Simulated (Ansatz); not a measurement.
# Run report: Ta2N, geometry relaxation (part 2 of 2)

Continued. System: Ta2N (R-3m, 3 atoms in the cell). Method: DFT r2SCAN, scalar-relativistic, plane waves, PAW, no spin polarisation (Ansatz 0.2.0); cutoff 500 eV, 18×18×18 k-mesh, Gaussian smearing of 0.1 eV. The structure was made by swapping elements on the sites of another compound; it need not be a known phase. It belongs to a series of runs on one base structure; here: anti-cadmium chloride type (R-3m, No. 166).

Geometry of the input (Å; fractional positions):
```
1.5730  0.9082  4.7510
-1.5730  0.9082  4.7510
0.0000  -1.8164  4.7510
Ta 0.7500  0.7500  0.7500
Ta 0.2500  0.2500  0.2500
N  0.0000  0.0000  0.0000
```

## Output, continued
```
SCF iter   1: F=—  HF=-20275.991652 eV  |F-HF|=—  |Δ(HF+E_count)|=         —  Δρ=3.03e-4  dr2=3.25e-6  dr2_τ=2.79e-5  ethr=2.13e-8  ⟨swp⟩=3.7  Hψ=88620  notcnv=0
preconditioner: auto → Kerker (q_TF=auto, 2.615 Å⁻¹)  [metal: Δε(μ)=0.000 eV  Ē_g=8.837 eV  σ=0.100 eV  W_gap=0.00  n_scr=16 (ndim 8)  ℏωp=22.8 eV  f_vac=0.000  D(μ)=1.59/eV (n_scr^D=16)]
SCF iter   2: F=—  HF=-20275.991673 eV  |F-HF|=—  |Δ(HF+E_count)|=   2.15e-5  Δρ=1.59e-4  dr2=9.29e-7  dr2_τ=1.66e-6  ethr=1.05e-8  ⟨swp⟩=2.6  Hψ=19214  notcnv=0
SCF iter   3: F=—  HF=-20275.991681 eV  |F-HF|=—  |Δ(HF+E_count)|=   7.92e-6  Δρ=1.10e-5  dr2=1.99e-8  dr2_τ=1.14e-8  ethr=3.00e-9  ⟨swp⟩=2.0  Hψ=18554  notcnv=0
SCF iter   4: F=—  HF=-20275.991681 eV  |F-HF|=—  |Δ(HF+E_count)|=   1.68e-8  Δρ=2.91e-6  dr2=4.93e-9  dr2_τ=5.17e-10  ethr=6.41e-11  ⟨swp⟩=2.1  Hψ=16542  notcnv=0
SCF iter   5: F=—  HF=-20275.991681 eV  |F-HF|=—  |Δ(HF+E_count)|=   3.62e-9  Δρ=1.02e-6  dr2=9.35e-10  dr2_τ=4.88e-11  ethr=1.59e-11  ⟨swp⟩=2.0  Hψ=15424  notcnv=0
SCF iter   6: F=—  HF=-20275.991681 eV  |F-HF|=—  |Δ(HF+E_count)|=  1.13e-10  Δρ=3.06e-7  dr2=3.03e-11  dr2_τ=3.27e-12  ethr=3.01e-12  ⟨swp⟩=2.0  Hψ=16000  notcnv=0
SCF iter   7: F=-20275.991681 eV  HF=-20275.991681 eV  |F-HF|=2.55e-11  |Δ(HF+E_count)|=  4.00e-11  Δρ=7.74e-8  dr2=1.91e-12  dr2_τ=1.68e-13  ethr=1.00e-12  ⟨swp⟩=6.0  Hψ=52494  notcnv=0
SCF 8 converged in 7 iterations: F = -20275.991681 eV  dr2 = 1.91e-12
relax step   8: F+E_penalty+E_count = -20275.99168125 eV  Δ(F+E_penalty+E_count) = -6.216e-5 eV  max|allowed force component| = 7.027e-4 eV/Å  Δτ_max = 0.0000 Å  P = +0.040 GPa  Ω = 39.951 Å³  stress off target by 5.99e-2 GPa  SCF on the basis re-selected at this cell (its energy is not comparable with the rows above)  (7 SCF iters)
basis re-selected at this cell: Δ(F+E_penalty+E_count) = -6.216e-5 eV, ΔP = +0.021 GPa vs the last step (what re-selecting the basis moved, of the pressure what is left beyond the Pulay correction that the steps carried, after the strain that the cell walked since its last selection, with what the two solves' SCF thresholds leave and, on support functions, any second-order correction that the steps lacked; it is no measure of the basis error at this ecutwfc). This SCF's stress stands 5.99e-2 GPa from its target on what of the cell is left free (relax.cell.stress_tol is 5.00e-2 GPa) and its largest allowed force component is 7.03e-4 eV/Å (relax.f_tol is 1.00e-2 eV/Å): not within both, so this SCF does not close the relaxation
Crystal: 3 atoms, lattice volume = 39.956 Å³
iter 1 solved again at ethr=8.03e-10 eV; its pass at ethr=3.10e-3 eV (dr2=2.49e-7 eV) is discarded
SCF iter   1: F=—  HF=-20275.991679 eV  |F-HF|=—  |Δ(HF+E_count)|=         —  Δρ=1.84e-5  dr2=2.51e-7  dr2_τ=8.65e-7  ethr=8.03e-10  ⟨swp⟩=2.0  Hψ=69487  notcnv=0
preconditioner: auto → Kerker (q_TF=auto, 2.615 Å⁻¹)  [metal: Δε(μ)=0.000 eV  Ē_g=8.835 eV  σ=0.100 eV  W_gap=0.00  n_scr=16 (ndim 8)  ℏωp=22.8 eV  f_vac=0.000  D(μ)=1.59/eV (n_scr^D=16)]
SCF iter   2: F=—  HF=-20275.991680 eV  |F-HF|=—  |Δ(HF+E_count)|=   9.25e-7  Δρ=1.23e-5  dr2=8.90e-8  dr2_τ=4.50e-9  ethr=8.03e-10  ⟨swp⟩=2.0  Hψ=18748  notcnv=0
SCF iter   3: F=—  HF=-20275.991680 eV  |F-HF|=—  |Δ(HF+E_count)|=   8.56e-9  Δρ=7.58e-6  dr2=4.20e-8  dr2_τ=6.56e-9  ethr=2.87e-10  ⟨swp⟩=2.0  Hψ=15852  notcnv=0
SCF iter   4: F=-20275.991680 eV  HF=-20275.991680 eV  |F-HF|=6.42e-9  |Δ(HF+E_count)|=   6.04e-9  Δρ=3.32e-6  dr2=7.96e-9  dr2_τ=4.30e-10  ethr=2.90e-11  ⟨swp⟩=3.1  Hψ=44087  notcnv=0
SCF 9 converged in 4 iterations: F = -20275.991680 eV  dr2 = 7.96e-9
relax step   9: F+E_penalty+E_count = -20275.99167954 eV  Δ(F+E_penalty+E_count) = +1.709e-6 eV  max|allowed force component| = 6.711e-7 eV/Å  Δτ_max = 0.0000 Å  P = -0.001 GPa  Ω = 39.956 Å³  energy of the carried Pulay correction = -2.656e-6 eV  (4 SCF iters, dr2 threshold 8.98e-9 eV, accepted)
iter 1 solved again at ethr=1.06e-8 eV; its pass at ethr=3.10e-3 eV (dr2=3.28e-6 eV) is discarded
SCF iter   1: F=—  HF=-20275.991682 eV  |F-HF|=—  |Δ(HF+E_count)|=         —  Δρ=3.46e-6  dr2=7.93e-9  dr2_τ=4.00e-10  ethr=1.06e-8  ⟨swp⟩=4.0  Hψ=92588  notcnv=0
SCF iter   2: F=—  HF=-20275.991682 eV  |F-HF|=—  |Δ(HF+E_count)|=   6.78e-8  Δρ=1.15e-6  dr2=1.63e-9  dr2_τ=1.56e-10  ethr=2.56e-11  ⟨swp⟩=2.1  Hψ=16256  notcnv=0
SCF iter   3: F=—  HF=-20275.991682 eV  |F-HF|=—  |Δ(HF+E_count)|=  1.60e-10  Δρ=6.21e-7  dr2=5.13e-10  dr2_τ=1.04e-11  ethr=5.25e-12  ⟨swp⟩=1.4  Hψ=11994  notcnv=0
SCF iter   4: F=-20275.991682 eV  HF=-20275.991682 eV  |F-HF|=1.82e-11  |Δ(HF+E_count)|=  8.00e-11  Δρ=1.20e-7  dr2=1.17e-11  dr2_τ=1.76e-13  ethr=1.00e-12  ⟨swp⟩=5.7  Hψ=61035  notcnv=0
SCF 10 converged in 4 iterations: F = -20275.991682 eV  dr2 = 1.17e-11
relax step  10: F+E_penalty+E_count = -20275.99168242 eV  Δ(F+E_penalty+E_count) = -2.876e-6 eV  max|allowed force component| = 7.966e-5 eV/Å  Δτ_max = 0.0000 Å  P = -0.001 GPa  Ω = 39.956 Å³  stress off target by 6.37e-4 GPa  SCF on the basis re-selected at this cell (its energy is not comparable with the rows above)  (4 SCF iters)
```

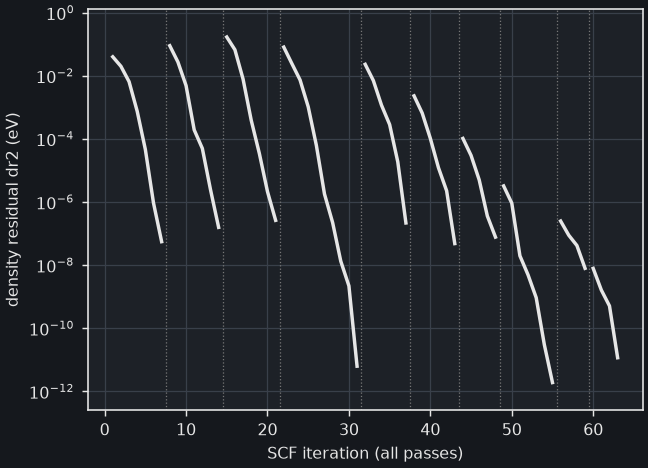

Fig. 1: Convergence of the self-consistent field: density residual dr2 against the SCF iteration. The dotted lines part the SCF passes of the relaxation: geometry steps, rejected trials and re-solves on a re-selected basis. The 10 passes take 4 to 10 iterations each, 63 in all.

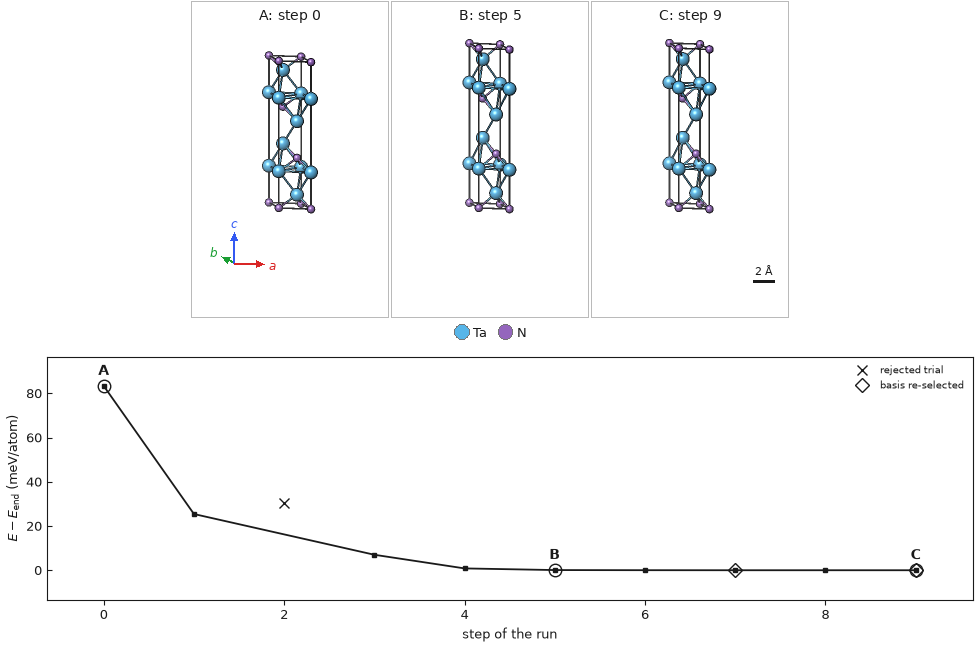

Fig. 2: Frames of the relaxation (ball-and-stick view of the cell 3 times as large as that of the calculation, set on its symmetry axes, seen slightly off an axis) above the curves, on which the letters mark them (the first geometry is step 0 here and step 1 in the log).

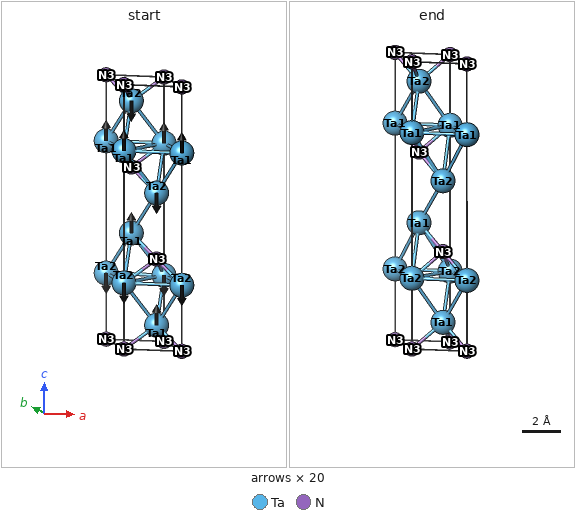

Fig. 3: Before (left) and after (right) the relaxation, at one scale (ball-and-stick view of the cell 3 times as large as that of the calculation, set on its symmetry axes, seen slightly off an axis). The black arrows give the displacements (without the part carried along by the change of the cell), magnified 20 times. Over 7 geometry steps the energy falls by 83.3 meV per atom. The largest force component goes from 0.13 to under 0.0001 eV/Å. Pressure: −2.44 GPa at the start and 0.00 GPa at the end. The line search rejected the trial step at point 2 (counted from 0) and went back. 1 further SCF at an unchanged geometry re-selected the plane-wave basis for the new cell. The largest moves relative to the cell, 0.057 Å, are those of Ta1 and Ta2. N stays in place. The volume changes by −1.9 %, with a = b 3.146 → 2.990 Å (−5.0 %), c 14.253 → 15.486 Å (+8.6 %). Among the contacts that change: Ta1–Ta2 2.990 → 3.200 Å, Ta1–Ta1 3.146 → 2.990 Å, Ta1–N3 2.170 → 2.190 Å. Among the angles that change: Ta1–N3–Ta2 87.1° → 93.9°, Ta1–N3–Ta1 92.9° → 86.1°. The space group stays R-3m (No. 166). The energy change given includes the shifts at the re-selections in mid-walk, which come without any move. A last SCF at the same geometry on a re-selected plane-wave basis shifts the energy by next to nothing (0.0 meV per atom). (Atoms are counted from 1 in the order of the input.)

```
basis re-selected at this cell: Δ(F+E_penalty+E_count) = -2.876e-6 eV, ΔP = +0.000 GPa vs the last step (what re-selecting the basis moved, of the pressure what is left beyond the Pulay correction that the steps carried, after the strain that the cell walked since its last selection, with what the two solves' SCF thresholds leave and, on support functions, any second-order correction that the steps lacked; it is no measure of the basis error at this ecutwfc). This SCF's stress stands 6.37e-4 GPa from its target on what of the cell is left free (relax.cell.stress_tol is 5.00e-2 GPa) and its largest allowed force component is 7.97e-5 eV/Å (relax.f_tol is 1.00e-2 eV/Å): within both
SCF converged after 4 iterations
Free energy (F): -20275.991682 eV
Harris-Foulkes:  -20275.991682 eV  (|F-HF|=1.82e-11)
Internal energy: -20275.983732 eV  (E = F + TS)
E sigma→0 (E₀):  -20275.987707 eV
Entropy (-TS):   -0.007950 eV (-2.650 meV/atom)
Fermi energy:    19.515265 eV
--- Per-component energies (eV) ---
  E_band       = -193.910073
  E_kinetic    = 868.127888
  E_local      = -1204.059374  (includes V_loc(G=0)·N_el)
  E_nonlocal   = 73.628017
  E_hartree    = 416.225241
  E_xc         = -470.042898
  E_vxc        = -530.224755  (∫ρ·V_xc dr)
  E_paw        = -16974.971600  (= ΣΔE_a)
  E_vpaw       = -260.786733  (= ΣTr[D̂ρ^β])
  E_aug_tail   = 0.000185  (compensation charges beyond the density's cutoff)
  E_vtau       = 26.954214  (kinetic-family band-sum trace: ∫τ·v_τ [+ j·A + Jᵃ·Aᵃ] dr)
  E_ewald      = -2983.349066
  E_core_change = -1.542125  (= ΣΔE_core)
  E_smearing   = -0.007950  (= −TS)
  E_closure    = 0.000000  (closes the sum)
  Σ components = -20275.991682   (vs F -20275.991682, Δ=0.00e0)
--- Forces (eV/Å), atoms counted from 1 ---
  atom   1  Ta    -0.00000000     0.00000000     0.00007966
  atom   2  Ta     0.00000000    -0.00000000    -0.00007966
  atom   3  N     -0.00000000     0.00000000    -0.00000000
  max |Σ_I F_I| component: 1.39e-17 eV/Å
--- Stress (GPa, compression-positive) ---
       -0.000637       0.000000      -0.000000
        0.000000      -0.000637       0.000000
       -0.000000       0.000000      -0.000604
  P = ⅓ Tr σ = -0.0006 GPa (-0.006 kbar)
--- Band table (eV; the first three rows and the last of 580) ---
  k-point 0: bands = ["-50.4951", "-50.4319", "-16.8577", "-16.0063", "-16.0063", "-15.9787", "-15.9238", "-15.9238", "1.5384", "11.1311", "14.3010", "14.3016", "14.3016", "18.6889", "19.4372", "19.4372", "20.0750", "21.9194", "21.9194", "22.0332"]
  k-point 1: bands = ["-50.4927", "-50.4304", "-16.8464", "-16.0364", "-16.0118", "-15.9767", "-15.9530", "-15.9303", "1.5757", "11.2122", "13.7829", "14.3070", "14.7930", "18.7525", "19.2394", "19.5165", "19.9353", "21.6186", "21.7475", "22.2746"]
  k-point 2: bands = ["-50.4857", "-50.4262", "-16.8132", "-16.1132", "-16.0363", "-16.0275", "-15.9809", "-15.9491", "1.6805", "11.4420", "13.2812", "14.3173", "15.2091", "18.7453", "18.9323", "19.5762", "19.7441", "21.3677", "21.6700", "22.5514"]
  k-point 579: bands = ["-50.4736", "-50.4535", "-16.4642", "-16.4027", "-15.9844", "-15.9844", "-15.9461", "-15.9461", "1.7489", "10.4118", "14.4381", "14.4381", "16.0297", "16.9305", "19.5155", "19.5155", "20.8570", "20.9794", "20.9794", "22.3720"]
--- Relaxed structure (8 steps of the walk, 7 accepted, 2 SCFs on fresh bases) ---
  F+E_penalty+E_count = -20275.99168242 eV   max|allowed force component| = 7.966e-5 eV/Å   (the final SCF, on the basis selected at the relaxed cell)
  cell:  # Å, volume = 39.9563 Å³
    - [1.4948401449181554, 0.8630463600820643, 5.161852399791917]
    - [-1.4948401449181554, 0.8630463600820643, 5.161852399791917]
    - [-2.5490378832279686e-34, -1.726092720109805, 5.161852399800999]
  atoms:
    - { symbol: Ta, position: [0.7536860046019502, 0.7536860046019502, 0.7536860046019501] }
    - { symbol: Ta, position: [0.24631399539804963, 0.24631399539804963, 0.24631399539804963] }
    - { symbol: N, position: [-1.9303581555709246e-30, -1.9303649574245185e-30, 3.8603143606697554e-30] }
```

## Trajectory as extended XYZ (Å, eV, eV/Å), 10 frames, from step=1 to step=10
```
3
Lattice="1.5730 0.9082 4.7510 -1.5730 0.9082 4.7510 0.0000 -1.8164 4.7510" Properties=species:S:1:pos:R:3:forces:R:3 step=1 energy=-20275.74169 pressure_GPa=-2.44
Ta    0.0000    0.0000   10.6897    0.0000   0.0000   0.1297
Ta    0.0000    0.0000    3.5632    0.0000   0.0000  -0.1297
N     0.0000    0.0000    0.0000    0.0000   0.0000   0.0000
3
Lattice="1.5229 0.8792 4.9818 -1.5229 0.8792 4.9818 0.0000 -1.7585 4.9818" Properties=species:S:1:pos:R:3:forces:R:3 step=2 energy=-20275.91541 pressure_GPa=1.57
Ta    0.0000    0.0000   11.2214    0.0000   0.0000   0.8062
Ta    0.0000    0.0000    3.7240    0.0000   0.0000  -0.8062
N     0.0000    0.0000    0.0000    0.0000   0.0000   0.0000
3
Lattice="1.4653 0.8460 5.1243 -1.4653 0.8460 5.1243 0.0000 -1.6920 5.1243" Properties=species:S:1:pos:R:3:forces:R:3 step=3 energy=-20275.90029 pressure_GPa=14.19 accepted=F
Ta    0.0000    0.0000   11.6098    0.0000   0.0000  -0.5260
Ta    0.0000    0.0000    3.7630    0.0000   0.0000   0.5260
N     0.0000    0.0000    0.0000    0.0000   0.0000   0.0000
3
Lattice="1.5088 0.8711 5.0660 -1.5088 0.8711 5.0660 0.0000 -1.7422 5.0660" Properties=species:S:1:pos:R:3:forces:R:3 step=4 energy=-20275.97070 pressure_GPa=0.83
Ta    0.0000    0.0000   11.4364    0.0000   0.0000   0.3731
Ta    0.0000    0.0000    3.7615    0.0000   0.0000  -0.3731
N     0.0000    0.0000    0.0000    0.0000   0.0000   0.0000
3
Lattice="1.4903 0.8604 5.1805 -1.4903 0.8604 5.1805 0.0000 -1.7209 5.1805" Properties=species:S:1:pos:R:3:forces:R:3 step=5 energy=-20275.98921 pressure_GPa=0.40
Ta    0.0000    0.0000   11.7209    0.0000   0.0000  -0.1972
Ta    0.0000    0.0000    3.8206    0.0000   0.0000   0.1972
N     0.0000    0.0000    0.0000    0.0000   0.0000   0.0000
3
Lattice="1.4963 0.8639 5.1552 -1.4963 0.8639 5.1552 0.0000 -1.7278 5.1552" Properties=species:S:1:pos:R:3:forces:R:3 step=6 energy=-20275.99145 pressure_GPa=-0.14
Ta    0.0000    0.0000   11.6546    0.0000   0.0000   0.0403
Ta    0.0000    0.0000    3.8112    0.0000   0.0000  -0.0403
N     0.0000    0.0000    0.0000    0.0000   0.0000   0.0000
3
Lattice="1.4948 0.8630 5.1613 -1.4948 0.8630 5.1613 0.0000 -1.7261 5.1613" Properties=species:S:1:pos:R:3:forces:R:3 step=7 energy=-20275.99162 pressure_GPa=0.02
Ta    0.0000    0.0000   11.6700    0.0000   0.0000  -0.0007
Ta    0.0000    0.0000    3.8139    0.0000   0.0000   0.0007
N     0.0000    0.0000    0.0000    0.0000   0.0000   0.0000
3
Lattice="1.4948 0.8630 5.1613 -1.4948 0.8630 5.1613 0.0000 -1.7261 5.1613" Properties=species:S:1:pos:R:3:forces:R:3 step=8 energy=-20275.99168 pressure_GPa=0.04
Ta    0.0000    0.0000   11.6700    0.0000   0.0000  -0.0007
Ta    0.0000    0.0000    3.8139    0.0000   0.0000   0.0007
N     0.0000    0.0000    0.0000    0.0000   0.0000   0.0000
3
Lattice="1.4948 0.8630 5.1619 -1.4948 0.8630 5.1619 0.0000 -1.7261 5.1619" Properties=species:S:1:pos:R:3:forces:R:3 step=9 energy=-20275.99168 pressure_GPa=-0.00
Ta    0.0000    0.0000   11.6712    0.0000   0.0000   0.0000
Ta    0.0000    0.0000    3.8143    0.0000   0.0000   0.0000
N     0.0000    0.0000    0.0000    0.0000   0.0000   0.0000
3
Lattice="1.4948 0.8630 5.1619 -1.4948 0.8630 5.1619 0.0000 -1.7261 5.1619" Properties=species:S:1:pos:R:3:forces:R:3 step=10 energy=-20275.99168 pressure_GPa=-0.00
Ta    0.0000    0.0000   11.6712    0.0000   0.0000   0.0001
Ta    0.0000    0.0000    3.8143    0.0000   0.0000  -0.0001
N     0.0000    0.0000    0.0000    0.0000   0.0000   0.0000
```

## Results in brief

| quantity | value |
| --- | --- |
| outcome | converged |
| space group (tolerance 0.01 Å) | R-3m (166) |
| electrons treated | 31 |
| free energy | −20275.9917 eV |
| Fermi energy | 19.515 eV |
| gap on the k-point mesh | none (metallic) |
| pressure | 0.00 GPa |
| final volume | 39.96 Å³ |
| largest force (length of the vector) at the end | under 0.001 eV/Å |
| final cell | a = 5.443 Å, b = 5.443 Å, c = 5.443 Å, α = 31.88°, β = 31.88°, γ = 31.88° |
| wall time | 4 min |
| peak memory | 0.88 GiB |

## Remarks

Spin–orbit coupling is left out, which matters for Ta. The cell holds an odd number of electrons but the run has no spin polarisation, so it comes out as a metal.
